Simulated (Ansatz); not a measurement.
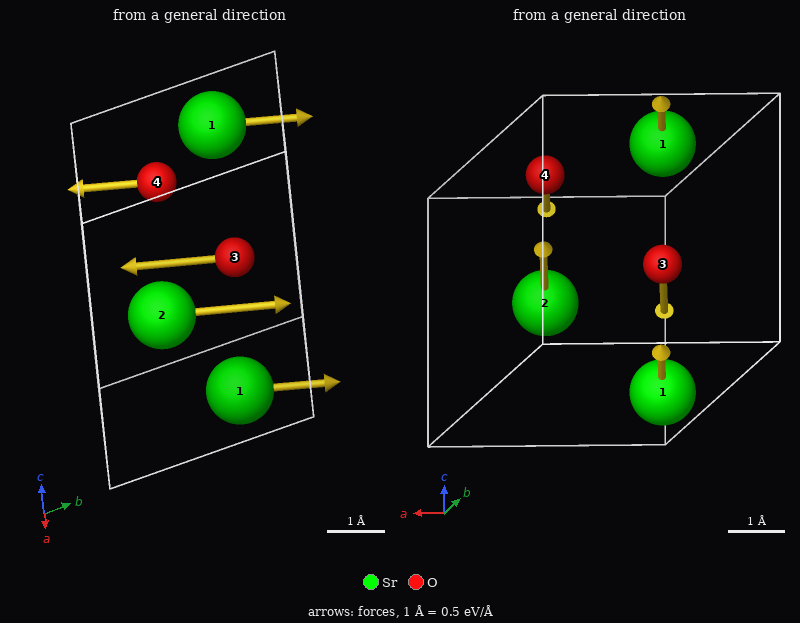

Shown here is a spheres-only view of the crystal, taken from two general directions. Thin lines show the simulation cell, with boundary atoms drawn in all their periodic places. The arrows are the computed forces on the atoms.

System: SrO. Calculation details: DFT PBE, scalar-relativistic, plane waves, PAW in Ansatz 0.2.0; a cutoff energy of 420 eV, k-grid 6×6×6, Gaussian smearing of 0.05 eV, no spin polarisation.

> Do the forces show a relaxed structure?

No. The atoms still feel forces of up to about 0.86 eV/Å, far above a usual threshold of 0.01 to 0.03 eV/Å.

> On average, how strongly is each element pushed?

Mean magnitudes: about Sr 0.73 eV/Å, O 0.73 eV/Å.

The structure was taken from a structure listed in the Materials Project. The cell was then strained or its atoms displaced on purpose. It went into a calculation with Ansatz.
